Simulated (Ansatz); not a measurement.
Run report: CoSi, geometry relaxation (part 2 of 2)

Continued. System: CoSi (Pm-3m, 2 atoms in the cell). Method: DFT, PBE, PAW with Ansatz's default frozen-core files, scalar-relativistic, no spin polarisation (Ansatz 0.2.0); cutoff 420 eV, 14×14×14 k-mesh, Fermi–Dirac smearing of 0.1 eV. The structure was built on a prototype by a generator; it need not be a known phase. It belongs to a series of runs on one base structure; here: cell relaxed at zero pressure.

Geometry of the input (Å; fractional positions):
```
2.7144  0.0000  0.0000
0.0000  2.7144  0.0000
0.0000  0.0000  2.7144
Co 0.0000  0.0000  0.0000
Si 0.5000  0.5000  0.5000
```

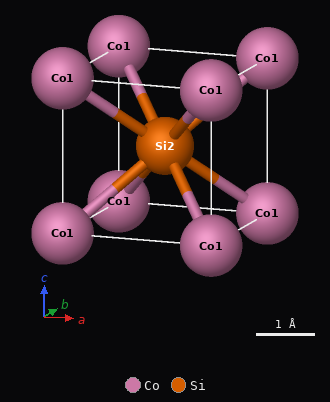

The geometry at step 4 of the log (ball-and-stick view of the cell of the calculation, seen slightly off an axis; atoms are numbered from 1 in the order of the input).

**The program's output, continued**
```
SCF iter   1: F=—  HF=-5762.773544 eV  |F-HF|=—  |Δ(HF+E_count)|=         —  Δρ=5.83e-6  dr2=3.63e-9  ethr=2.09e-7  ⟨swp⟩=3.0  Hψ=13572  notcnv=0
eigensolver tolerance schedule: the retry pair's looser diagonalisation over-reported the residual by 12069.00 of it (diagonalisation noise at 4.33 of the residual, at the tolerance the schedule requests for it); recorded, not acted on — ethr = c·dr2/N_el stays at c = 1.0e-1
preconditioner: auto → none  [metal: Δε(μ)=0.039 eV  Ē_g=9.378 eV  σ=0.100 eV  W_gap=0.10  n_scr=6 (ndim 8)  ℏωp=28.9 eV  f_vac=0.000  D(μ)=2.04/eV (n_scr^D=26)]
SCF iter   2: F=—  HF=-5762.773540 eV  |F-HF|=—  |Δ(HF+E_count)|=   4.06e-6  Δρ=1.83e-6  dr2=6.79e-10  ethr=1.73e-11  ⟨swp⟩=3.0  Hψ=3715  notcnv=0
SCF iter   3: F=—  HF=-5762.773540 eV  |F-HF|=—  |Δ(HF+E_count)|=  3.00e-11  Δρ=1.01e-6  dr2=1.81e-10  ethr=3.24e-12  ⟨swp⟩=1.0  Hψ=1800  notcnv=0
iter 4 did not close the SCF: its close was put off for the readings that it lacked (scf_convergence_deferred on its scf_iter line)
SCF iter   4: F=-5762.773540 eV  HF=-5762.773540 eV  |F-HF|=1.82e-12  |Δ(HF+E_count)|=  3.64e-12  Δρ=1.55e-7  dr2=6.24e-12  ethr=1.00e-12  ⟨swp⟩=2.0  Hψ=2746  notcnv=0
iter 5 did not close the SCF: its close was put off for the readings that it lacked (scf_convergence_deferred on its scf_iter line)
SCF iter   5: F=-5762.773540 eV  HF=-5762.773540 eV  |F-HF|=9.09e-13  |Δ(HF+E_count)|=  9.09e-13  Δρ=7.12e-8  dr2=1.06e-12  ethr=1.00e-12  ⟨swp⟩=1.0  Hψ=1800  notcnv=0
iter 6 did not close the SCF: its close was put off for the readings that it lacked (scf_convergence_deferred on its scf_iter line)
SCF iter   6: F=-5762.773540 eV  HF=-5762.773540 eV  |F-HF|=9.09e-13  |Δ(HF+E_count)|=  9.09e-13  Δρ=1.74e-8  dr2=5.40e-14  ethr=1.00e-12  ⟨swp⟩=1.0  Hψ=1800  notcnv=0
iter 7 did not close the SCF: its close was put off for the readings that it lacked (scf_convergence_deferred on its scf_iter line)
SCF iter   7: F=-5762.773540 eV  HF=-5762.773540 eV  |F-HF|=1.82e-12  |Δ(HF+E_count)|=  9.09e-13  Δρ=8.35e-9  dr2=1.25e-14  ethr=1.00e-12  ⟨swp⟩=1.0  Hψ=1800  notcnv=0
SCF iter   8: F=-5762.773540 eV  HF=-5762.773540 eV  |F-HF|=1.82e-12  |Δ(HF+E_count)|=  1.82e-12  Δρ=2.69e-9  dr2=1.35e-15  ethr=1.00e-12  ⟨swp⟩=2.0  Hψ=4836  notcnv=0
SCF 7 converged in 8 iterations: F = -5762.773540 eV  dr2 = 1.35e-15
relax step   7: F+E_penalty+E_count = -5762.77354016 eV  Δ(F+E_penalty+E_count) = -7.959e-6 eV  max|allowed force component| = 8.217e-32 eV/Å  Δτ_max = 0.0000 Å  P = +0.004 GPa  Ω = 21.494 Å³  stress off target by 3.51e-3 GPa  SCF on the basis re-selected at this cell (its energy is not comparable with the rows above)  (8 SCF iters)
```

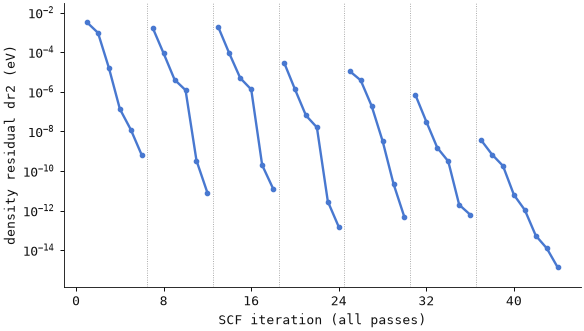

Convergence of the self-consistent field: density residual dr2 against the SCF iteration. The dotted lines part the SCF passes of the relaxation: geometry steps, rejected trials and re-solves on a re-selected basis. The 7 passes take 6 to 8 iterations each, 44 in all.

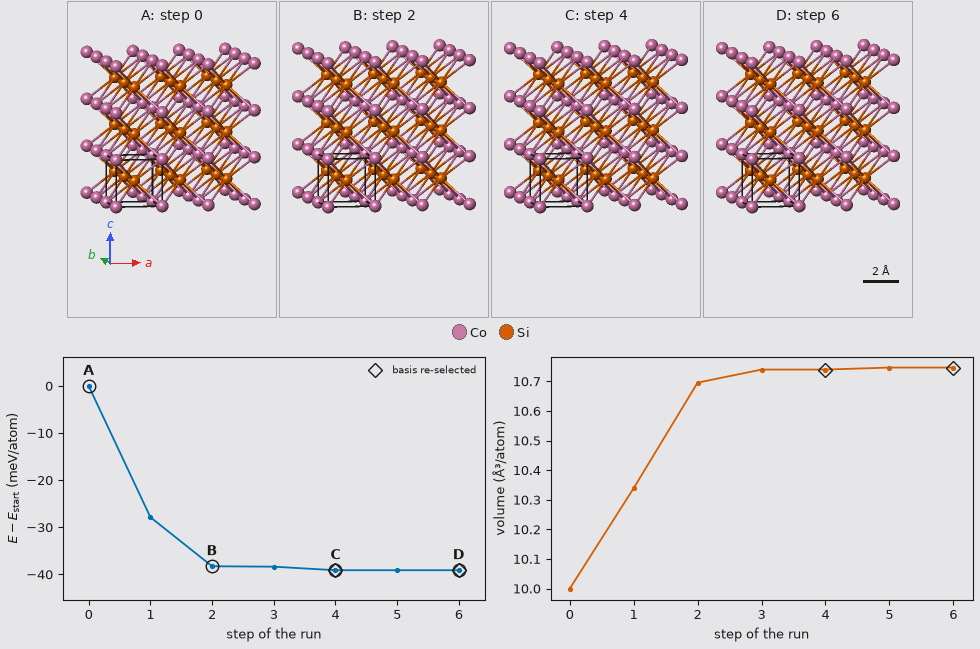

Frames of the relaxation (ball-and-stick view of the cell of the calculation, repeated 3 × 3 × 3, seen slightly off an axis) above the curves, on which the letters mark them (the first geometry is step 0 here and step 1 in the log).

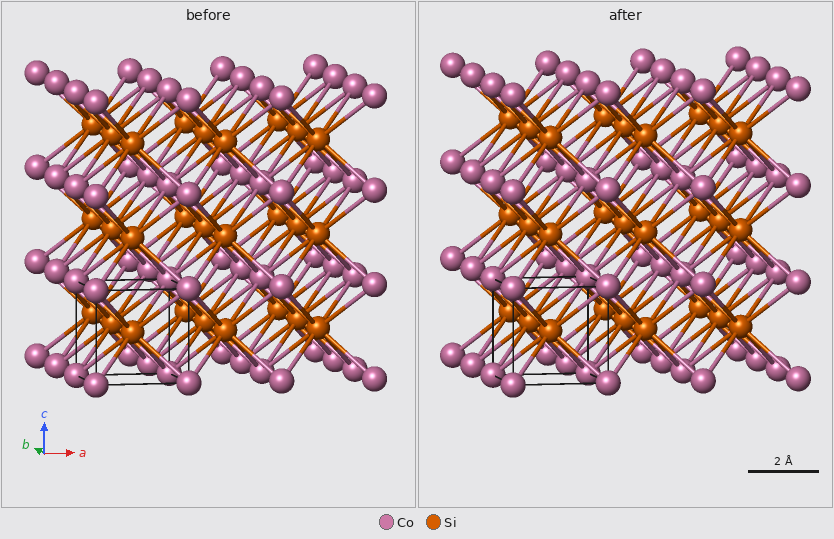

Before (left) and after (right) the relaxation, at one scale (ball-and-stick view of the cell of the calculation, repeated 3 × 3 × 3, seen slightly off an axis). No atom moves by more than 0.005 Å relative to the cell. The drawn cell changes as follows: a = b = c 2.714 → 2.780 Å (+2.4 %); the volume changes by +7.5 %. Among the contacts that change: Co1–Si2 2.351 → 2.408 Å. The space group stays Pm-3m (No. 221). Over 4 geometry steps the energy falls by 39.1 meV per atom. All forces vanish by symmetry, so only the cell relaxes. The pressure goes from 17.91 to 0.00 GPa. 1 further SCF at an unchanged geometry re-selected the plane-wave basis for the new cell. The energy change given includes the shifts at the re-selections in mid-walk, which come without any move. A last SCF at the same geometry on a re-selected plane-wave basis shifts the energy by next to nothing (0.0 meV per atom). (Atoms are counted from 1 in the order of the input.)

```
basis re-selected at this cell: Δ(F+E_penalty+E_count) = -7.959e-6 eV, ΔP = -0.000 GPa vs the last step (what re-selecting the basis moved, of the pressure what is left beyond the Pulay correction that the steps carried, after the strain that the cell walked since its last selection, with what the two solves' SCF thresholds leave and, on support functions, any second-order correction that the steps lacked; it is no measure of the basis error at this ecutwfc). This SCF's stress stands 3.51e-3 GPa from its target on what of the cell is left free (relax.cell.stress_tol is 5.00e-2 GPa) and its largest allowed force component is 8.22e-32 eV/Å (relax.f_tol is 5.00e-3 eV/Å): within both
SCF converged after 8 iterations
Free energy (F): -5762.773540 eV
Harris-Foulkes:  -5762.773540 eV  (|F-HF|=1.82e-12)
Internal energy: -5762.708164 eV  (E = F + TS)
E sigma→0 (E₀):  -5762.740852 eV
Entropy (-TS):   -0.065376 eV (-32.688 meV/atom)
Fermi energy:    17.387552 eV
--- Per-component energies (eV) ---
  E_band       = -228.016626
  E_kinetic    = 503.178083
  E_local      = -3492.367761  (includes V_loc(G=0)·N_el)
  E_nonlocal   = 481.637983
  E_hartree    = 1516.219232
  E_xc         = -217.187815
  E_vxc        = -256.120201  (∫ρ·V_xc dr)
  E_paw        = -2030.866400  (= ΣΔE_a)
  E_vpaw       = -496.783295  (= ΣTr[D̂ρ^β])
  E_aug_tail   = 0.000098  (compensation charges beyond the density's cutoff)
  E_ewald      = -2523.321585
  E_smearing   = -0.065376  (= −TS)
  E_closure    = -0.000000  (closes the sum)
  Σ components = -5762.773540   (vs F -5762.773540, Δ=0.00e0)
--- Forces (eV/Å), atoms counted from 1 ---
  atom   1  Co    -0.00000000     0.00000000     0.00000000
  atom   2  Si     0.00000000    -0.00000000     0.00000000
  max |Σ_I F_I| component: 9.86e-32 eV/Å
--- Stress (GPa, compression-positive) ---
        0.003507       0.000000      -0.000000
        0.000000       0.003507       0.000000
       -0.000000       0.000000       0.003507
  P = ⅓ Tr σ = 0.0035 GPa (0.035 kbar)
--- Band table (eV; the first three rows and the last of 120) ---
  k-point 0: bands = ["-77.6738", "-40.9745", "-40.9745", "-40.9745", "3.1864", "13.6627", "13.6627", "16.1548", "16.1548", "16.1548", "20.4436", "20.4436", "20.4436", "25.0352", "25.0352"]
  k-point 1: bands = ["-77.6736", "-40.9775", "-40.9743", "-40.9743", "3.2850", "13.6021", "13.6978", "16.0616", "16.0616", "16.1624", "19.8161", "20.6203", "20.6203", "24.9981", "25.6298"]
  k-point 2: bands = ["-77.6729", "-40.9857", "-40.9736", "-40.9736", "3.5789", "13.3570", "13.7983", "15.8269", "15.8269", "16.1836", "18.6647", "21.1075", "21.1075", "24.8896", "26.6354"]
  k-point 119: bands = ["-77.6603", "-41.0210", "-41.0210", "-41.0210", "11.5756", "11.5756", "11.5756", "15.7736", "16.9694", "16.9694", "18.7521", "18.7521", "18.7521", "21.0780", "21.0780"]
--- Relaxed structure (5 steps of the walk, 5 accepted, 2 SCFs on fresh bases) ---
  F+E_penalty+E_count = -5762.77354016 eV   max|allowed force component| = 8.217e-32 eV/Å   (the final SCF, on the basis selected at the relaxed cell)
  cell:  # Å, volume = 21.4937 Å³
    - [2.780378164418885, -1.424385688036393e-34, -1.3040150665121908e-34]
    - [3.7114274969962356e-34, 2.780378164418885, -9.62964972193618e-35]
    - [2.5478448222622805e-34, -9.62964972193618e-35, 2.780378164418885]
  atoms:
    - { symbol: Co, position: [4.730124386189302e-35, -7.760360321091822e-36, -1.4781638706841645e-36] }
    - { symbol: Si, position: [0.5, 0.5, 0.5] }
```

**File rho_z.tsv**
```
# z_ang	rho[e/angstrom^3]
# format = ansatz-planar-average/11
# lattice	2.780378164	-0.000000000	-0.000000000
# lattice	0.000000000	2.780378164	-0.000000000
# lattice	0.000000000	-0.000000000	2.780378164
# sites	2
# site	27	0.000000000	-0.000000000	-0.000000000
# site	14	1.390189082	1.390189082	1.390189082
0.000000	3.032594e0
0.139019	2.630797e0
0.278038	1.795598e0
0.417057	1.090821e0
0.556076	6.868863e-1
0.695095	4.920879e-1
0.834113	4.013197e-1
0.973132	3.567971e-1
1.112151	3.303905e-1
1.251170	3.146447e-1
1.390189	3.093111e-1
1.529208	3.146447e-1
1.668227	3.303905e-1
1.807246	3.567971e-1
1.946265	4.013197e-1
2.085284	4.920879e-1
2.224303	6.868863e-1
2.363321	1.090821e0
2.502340	1.795598e0
2.641359	2.630797e0
```

**File v_z.tsv**
```
# z_ang	v_es[eV]	v_tot[eV]
# format = ansatz-planar-average/11
# xc	pbe
# density_cutoff_ev	1680
# datasets	Co=:simpson_from_first_knot:soft	Si=:simpson_from_first_knot:soft
# lattice	2.780378164	-0.000000000	-0.000000000
# lattice	0.000000000	2.780378164	-0.000000000
# lattice	0.000000000	-0.000000000	2.780378164
# sites	2
# site	27	0.000000000	-0.000000000	-0.000000000
# site	14	1.390189082	1.390189082	1.390189082
0.000000	2.727453e0	-1.182036e1
0.139019	3.135343e0	-1.124533e1
0.278038	4.265569e0	-9.673643e0
0.417057	5.850247e0	-7.498620e0
0.556076	7.429306e0	-5.324395e0
0.695095	8.172138e0	-4.036799e0
0.834113	7.616031e0	-4.300615e0
0.973132	6.074998e0	-5.948710e0
1.112151	4.295206e0	-7.987560e0
1.251170	3.002748e0	-9.457006e0
1.390189	2.538788e0	-9.972624e0
1.529208	3.002748e0	-9.457006e0
1.668227	4.295206e0	-7.987560e0
1.807246	6.074998e0	-5.948710e0
1.946265	7.616031e0	-4.300615e0
2.085284	8.172138e0	-4.036799e0
2.224303	7.429306e0	-5.324395e0
2.363321	5.850247e0	-7.498620e0
2.502340	4.265569e0	-9.673643e0
2.641359	3.135343e0	-1.124533e1
```

**Trajectory as extended XYZ (Å, eV, eV/Å), 7 frames, from step=1 to step=7**
```
2
Lattice="2.7144 0.0000 0.0000 0.0000 2.7144 0.0000 0.0000 0.0000 2.7144" Properties=species:S:1:pos:R:3:forces:R:3 step=1 energy=-5762.69533 pressure_GPa=17.91
Co    0.0000    0.0000    0.0000    0.0000   0.0000   0.0000
Si    1.3572    1.3572    1.3572    0.0000   0.0000   0.0000
2
Lattice="2.7448 0.0000 0.0000 0.0000 2.7448 0.0000 0.0000 0.0000 2.7448" Properties=species:S:1:pos:R:3:forces:R:3 step=2 energy=-5762.75103 pressure_GPa=8.88
Co    0.0000    0.0000    0.0000    0.0000   0.0000   0.0000
Si    1.3724    1.3724    1.3724    0.0000   0.0000   0.0000
2
Lattice="2.7760 0.0000 0.0000 0.0000 2.7760 0.0000 0.0000 0.0000 2.7760" Properties=species:S:1:pos:R:3:forces:R:3 step=3 energy=-5762.77185 pressure_GPa=0.89
Co    0.0000    0.0000    0.0000    0.0000   0.0000   0.0000
Si    1.3880    1.3880    1.3880    0.0000   0.0000   0.0000
2
Lattice="2.7798 0.0000 0.0000 0.0000 2.7798 0.0000 0.0000 0.0000 2.7798" Properties=species:S:1:pos:R:3:forces:R:3 step=4 energy=-5762.77203 pressure_GPa=-0.02
Co    0.0000    0.0000    0.0000    0.0000   0.0000   0.0000
Si    1.3899    1.3899    1.3899    0.0000   0.0000   0.0000
2
Lattice="2.7798 0.0000 0.0000 0.0000 2.7798 0.0000 0.0000 0.0000 2.7798" Properties=species:S:1:pos:R:3:forces:R:3 step=5 energy=-5762.77353 pressure_GPa=0.14
Co    0.0000    0.0000    0.0000    0.0000   0.0000   0.0000
Si    1.3899    1.3899    1.3899    0.0000   0.0000   0.0000
2
Lattice="2.7804 0.0000 0.0000 0.0000 2.7804 0.0000 0.0000 0.0000 2.7804" Properties=species:S:1:pos:R:3:forces:R:3 step=6 energy=-5762.77353 pressure_GPa=0.00
Co    0.0000    0.0000    0.0000    0.0000   0.0000   0.0000
Si    1.3902    1.3902    1.3902    0.0000   0.0000   0.0000
2
Lattice="2.7804 0.0000 0.0000 0.0000 2.7804 0.0000 0.0000 0.0000 2.7804" Properties=species:S:1:pos:R:3:forces:R:3 step=7 energy=-5762.77354 pressure_GPa=0.00
Co    0.0000    0.0000    0.0000    0.0000   0.0000   0.0000
Si    1.3902    1.3902    1.3902    0.0000   0.0000   0.0000
```

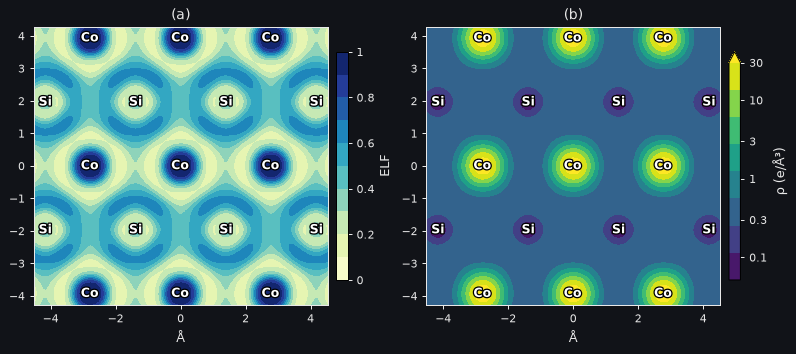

(a) ELF; (b) valence pseudo-density on the (101̄) plane of the conventional cell. The section cuts through Co and Si sites. Co–Si (2.41 Å): the density is about 0.41 e/Å³ at the midpoint; the ELF is about 0.45 at the midpoint. Away from the nuclei the density in this plane falls to 0.27 e/Å³ at its lowest. The strong features right at Co lie inside the PAW spheres (semicore, d or f shells) and say nothing about bonding. Core electrons are frozen (PAW), so the fields are smoothed inside the atomic spheres.
